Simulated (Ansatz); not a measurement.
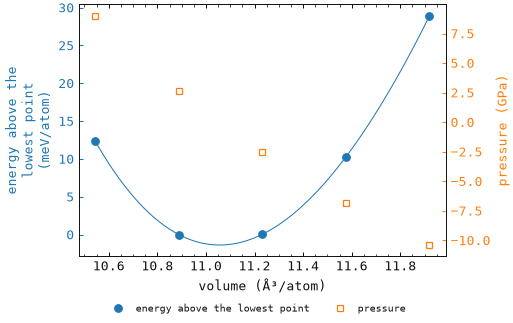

Plotted: energy above the lowest point and pressure against volume for AgO₂, space group Fm-3m (No. 225) (one of a set of cubic test structures, which need not be the stable phase).

Method: equation of state of a cubic crystal from periodic Kohn-Sham density functional theory without spin, third-order Birch-Murnaghan fit to the free energies; pressure corrected for the finite basis (Ansatz 0.2.0 development build). Level: r2SCAN.

- structure type: fluorite
- atoms in cell: 3
- space group number: 225
- lattice centring: face-centred primitive
- k mesh: 11×11×11
- occupation method: Fermi–Dirac
- occupation width: 0.1 eV
- wave cutoff: 700 eV
- datasets: hard PAW
- density tolerance: 1e−09 eV
- bands: 20
- density cutoff ratio: 4
- search for lower states: default
- xc grid level: 2

### How stiff is the solid, and where is its volume at rest?

A third-order Birch–Murnaghan fit gives V0 = 11.06 Å³/atom, B0 = 168 GPa and B′ = 5.2.

### What does the pressure do across the range?

It falls from 9.0 GPa at volume 10.54 Å³/atom to −10.4 GPa at 11.92 Å³/atom, and changes sign near 11.06 Å³/atom.

Note: cubic model structure, not the ambient form; modest k-mesh, values are not fully converged in k; no spin polarisation, a magnetic state may lie lower; pseudopotentials made with PBE, not this functional.
